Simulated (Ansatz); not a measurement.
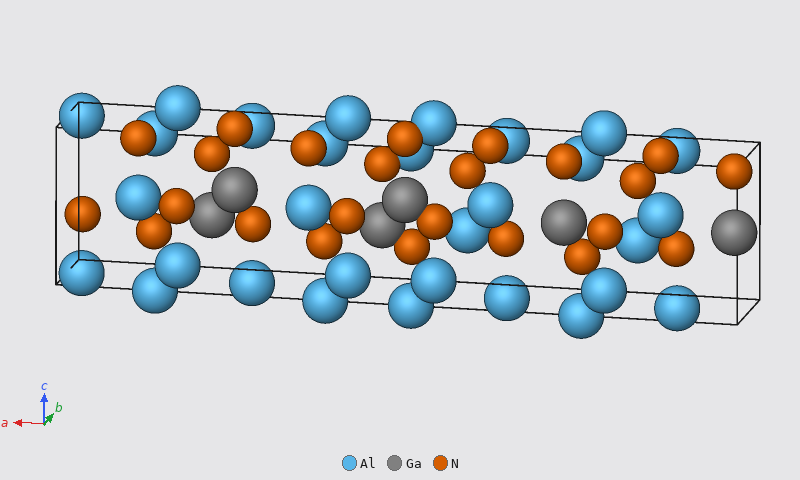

View from a general direction, drawn as a spheres-only model. The conventional unit cell is drawn as a box.

Al$_{3}$GaN$_{4}$, space group Cm (No. 8), a = 21.64 Å, b = 3.12 Å, c = 5.04 Å, α = 90.00°, β = 90.03°, γ = 90.00°.

Computational set-up: DFT r2SCAN, scalar-relativistic, plane waves, PAW (Ansatz 0.2.0), a kinetic-energy cutoff of 500 eV, k-points about 0.29 Å⁻¹ apart, Gaussian smearing of 0.05 eV, no spin polarisation.

Predict the gap.

An insulator at this level, with a gap of 3.08 eV on the k-mesh (the true edges may lie between mesh points, so the gap can be somewhat smaller).

Would the cell expand or shrink if it could?

The computed pressure is 75.4 GPa (compressed: it would expand). The stress isn't hydrostatic: its largest component is 158.7 GPa.

The model was built from a structure listed in the Materials Project. The cell was then strained or its atoms displaced on purpose. It was run through Ansatz as a DFT input.

At this level of theory the run's own cell isn't at rest (compressed, at 75 GPa and forces up to 99.8 eV/Å), so its distances can differ from those at equilibrium, the more so the softer the solid.
